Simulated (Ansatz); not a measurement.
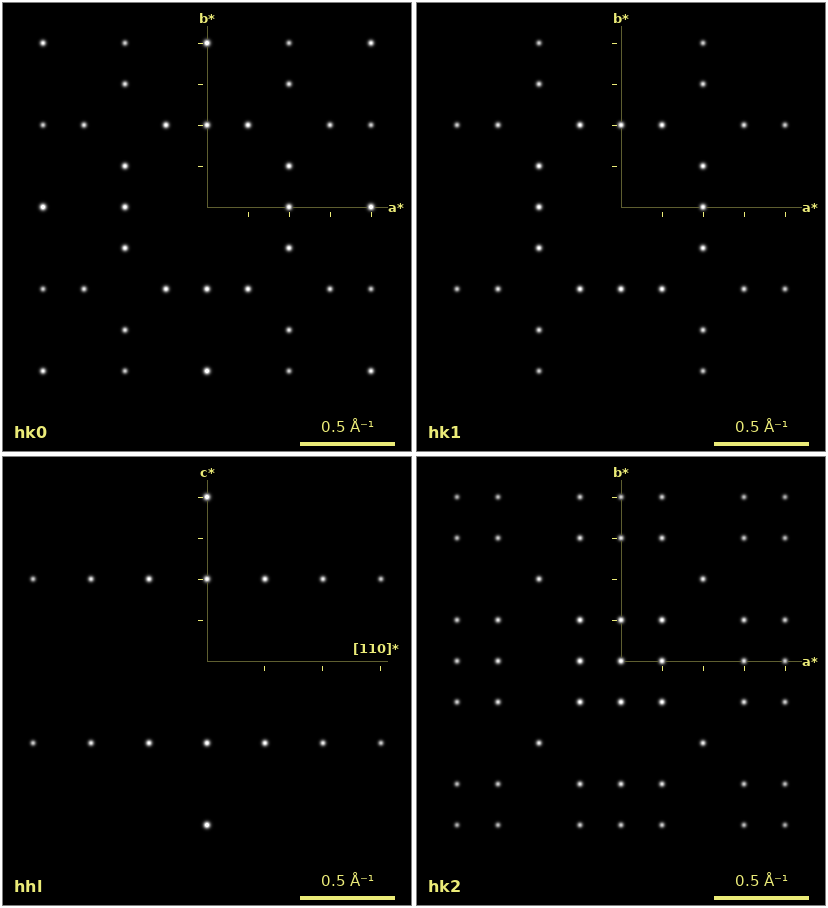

Four undistorted layers of reciprocal space, calculated for a single crystal (X-rays, kinematic |F|², B = 0.5 Å²). Tick marks count the reciprocal lattice steps of the conventional cell along each axis.

The compound is Cr. Structure: the input geometry of an electronic-structure calculation (not necessarily at equilibrium); the starting structure was generated, so it need not be a known form of this composition.

**Read the reciprocal cell and give the direct cell.**

a* = 0.220, b* = 0.220, c* = 0.220 Å⁻¹; the cell is cubic with a = 4.54 Å.

**List the systematic absences.**

Reflections are present only under these conditions. hkl: no condition; hk0: no condition; hhl: l = 2n; h00: h = 2n. The lattice is primitive (P). Further gaps, such as 0 4 1, 4 0 1, 1 4 0, come from atoms on special positions, not from the group's general conditions. A few very weak reflections are below the display threshold.

**Which space groups fit?**

The intensities have Laue symmetry m-3m (the hk0 layer shows 4mm, hk1 shows 4mm). With these conditions the candidates are P-43n (No. 218), Pm-3n (No. 223). Diffraction geometry alone does not choose among them; the structure has Pm-3n.
